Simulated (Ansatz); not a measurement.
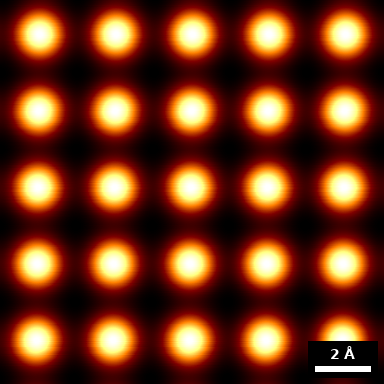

iDPC-like image of a crystal. Simulated as the projected potential of neutral atoms (B = 0.3 Å²) blurred by a 1.18 Å probe, the thin-sample limit of integrated differential phase contrast. A slight drift was added.

**Measure the repeat of the pattern.**

The pattern repeats on a square net with a repeat of 2.8 Å.

**Which plane group does this projection have?**

p4mm: fourfold points with mirror lines through them along the axes and the diagonals.

**How many columns does the smallest repeating cell hold, and how many levels of brightness?**

1 column in the primitive cell of 7.8 Å², all of one brightness.

The crystal is Er (Im-3m, No. 229) seen along [001]. Model: the geometry given to an electronic-structure calculation, possibly off equilibrium; the starting structure was generated, so it need not be a known form of this composition.
